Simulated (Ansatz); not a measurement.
Take the following structure.

```
Al N
1.0
     3.08863    0.00000    0.00000
     0.00000    3.08863    0.00000
     0.00000    0.00000    4.58639
Al N
2 2
Direct
  0.00000 0.00000 0.00000
  0.50000 0.50000 0.50000
  0.00000 0.50000 0.25000
  0.50000 0.00000 0.75000
```

Question: Work out the structure from the coordinates.

Answer: The formula is AlN. It is body-centred tetragonal, space group I-4m2 (No. 119). Counting shared atoms by their share gives 2 Al, 2 N, or 4 atoms. Al bonds to four N in a tetrahedral arrangement at 1.92 Å. Each N atom is coordinated by four Al in a tetrahedral arrangement at 1.92 Å. The bonds build a three-dimensional framework.

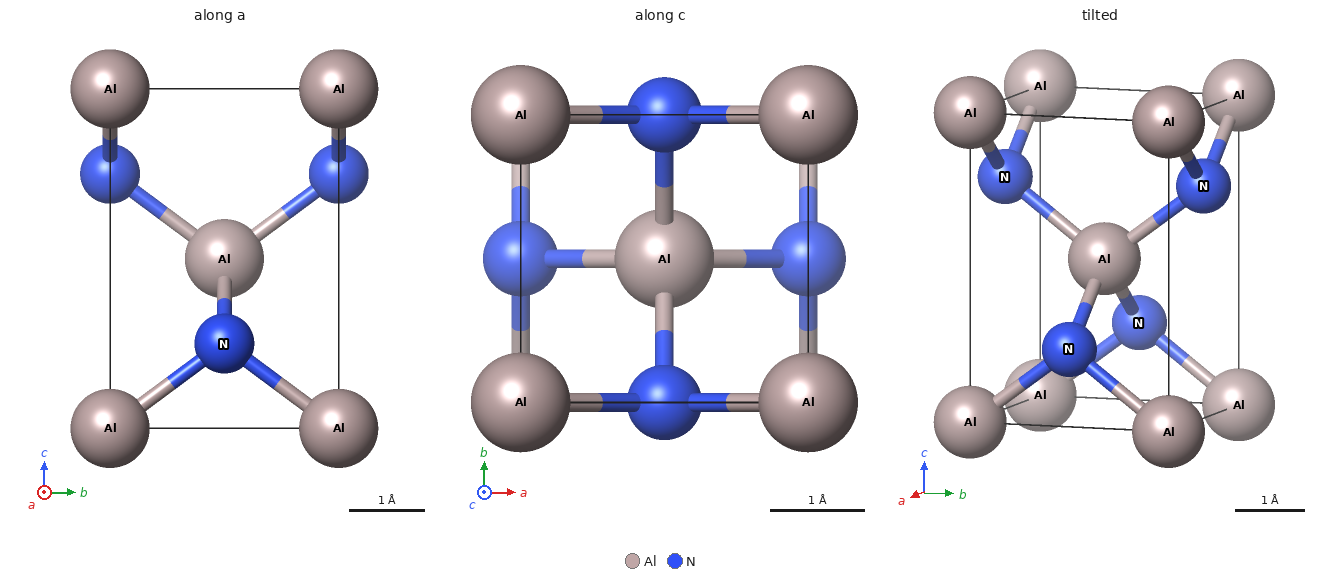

The image is a ball-and-stick drawing of a crystal, viewed along the a axis, along the c axis and slightly off an axis. The parallelepiped is the conventional unit cell. Colours: aluminium light grey, nitrogen blue.

Starting structure: a structure listed in the Materials Project. The cell was then strained or its atoms displaced on purpose. It went into a calculation with Ansatz.

At this level of theory the cell isn't at rest (stretched, at -5 GPa), so its distances can differ from those at equilibrium, the more so the softer the solid.
